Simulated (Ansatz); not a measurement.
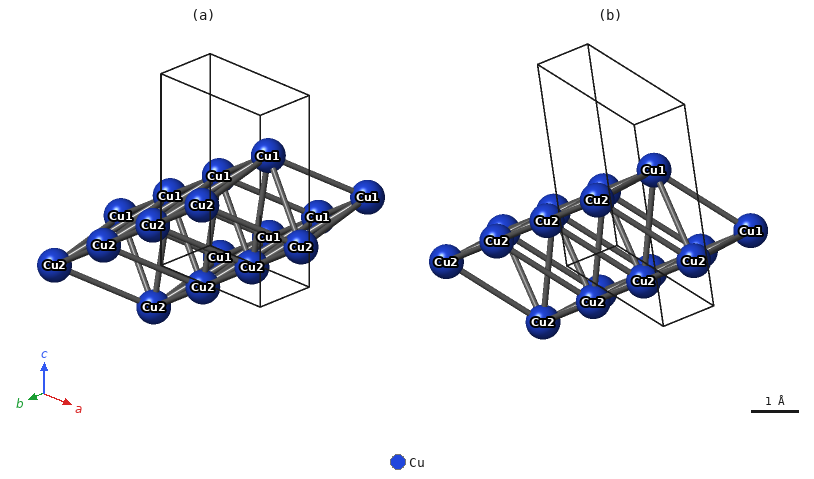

The structure of crystalline Cu (set up in P-1) before (left) and after (right) a relaxation, at one scale.

The picture is a ball-and-stick view of the cell of the calculation, reduced to other axes, repeated 2 × 4 × 1 with one cell outlined, seen from a free direction. Lengths and directions refer to the drawn axes.

Case: all atoms moved at random, sigma 0.15 Å for each component; relaxed back.

The calculation used Ansatz, DFT r2SCAN, scalar-relativistic, plane waves, PAW. Set-up: plane-wave cutoff 500 eV; k-point mesh 14 × 14 × 14; occupations gaussian; smearing width 0.15 eV; no spin polarisation; cell and atoms relaxed; force threshold 0.01 eV/Å; at most 80 steps.

What changed between the two?

Answer. The energy falls by 211 meV per atom in 6 accepted moves (7 points after the start). The largest force component goes from 0.7 to 0.00036 eV/Å. The pressure goes from 1.46 to −0.02 GPa. The SCF was repeated once at an unchanged geometry on a basis and grid sized afresh for the cell, which shifted the energy by 0.8 meV per atom at most. The largest moves relative to the cell, 0.16 Å, are those of Cu1 and Cu2. Cu1 goes along [2 1 0]. The drawn cell changes as follows: a 2.439 → 2.536 Å (+4.0 %), b 2.477 → 2.535 Å (+2.4 %), c 4.160 → 4.370 Å (+5.0 %), β 107.0° → 125.4°; the volume changes by −4.7 %. Among the contacts that change: Cu1–Cu2 3.219 → 2.527 Å, Cu1–Cu2 (another image) 3.095 → 2.526 Å, Cu1–Cu2 (another image) 2.879 → 2.527 Å, Cu1–Cu2 (another image) 2.295 → 2.526 Å. New bonds form, among them: Cu1–Cu2 (3.10 → 2.53 Å), Cu1–Cu2 (3.22 → 2.53 Å). Within 0.06 Å the space group is P-1 at the start and Fm-3m at the end; at a tighter tolerance small leftover displacements or strains of the cell lower it. The run took 2.8 min on 2 threads of AMD EPYC 9R45 96-Core Processor (Zen 5), with other jobs on the host, peak memory 1.2 GiB.
